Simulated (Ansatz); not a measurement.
Consider Cs.

```cif
data_structure
_symmetry_space_group_name_H-M 'P 1'
_symmetry_Int_Tables_number 1
_cell_length_a 5.5066
_cell_length_b 5.5066
_cell_length_c 18.6020
_cell_angle_alpha 90.000
_cell_angle_beta 90.000
_cell_angle_gamma 120.000
_cell_volume 488.49
loop_
_atom_site_label
_atom_site_type_symbol
_atom_site_fract_x
_atom_site_fract_y
_atom_site_fract_z
_atom_site_occupancy
Cs1 Cs 0.00000 0.00000 0.00000 1
Cs2 Cs 0.33333 0.66667 0.25000 1
Cs3 Cs 0.00000 0.00000 0.50000 1
Cs4 Cs 0.66667 0.33333 0.75000 1
```

Space group P6₃/mmc; a structure from a database of computed crystals, not necessarily the ambient phase; changed on purpose from its base cell (strained and moved within the space group).

The calculation used DFT PBE, scalar-relativistic, plane waves, PAW (Ansatz 0.2.0).

### Predict the valence pseudo-density and electron localisation function between the atoms.

Cs–Cs (5.51 Å): the density is about 0.01 e/Å³ at the midpoint; the ELF is about 0.15 at the midpoint; no localised pair shows between them.

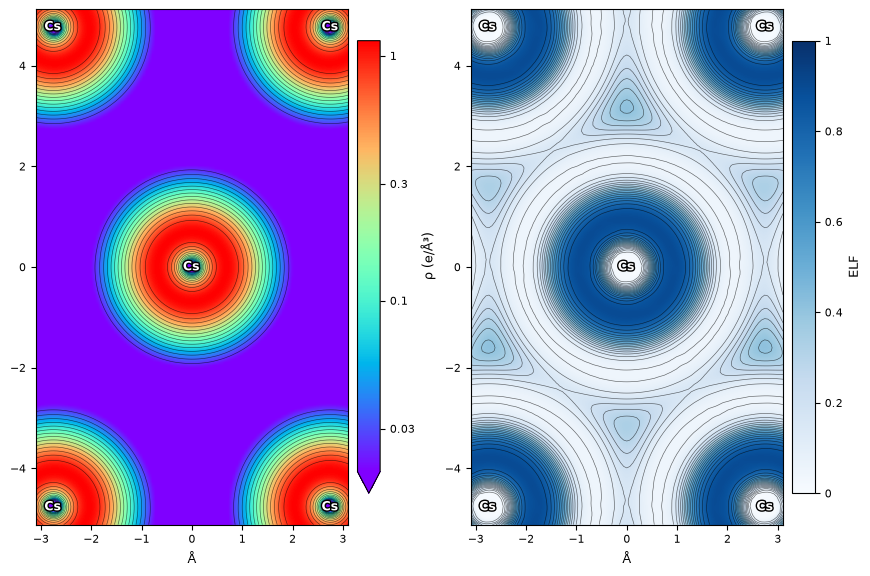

Computed valence pseudo-density and electron localisation function on the (001) plane of the conventional cell, in this order. 

The density is the valence pseudo-density of a PAW calculation; it isn't the true density close to the nuclei.
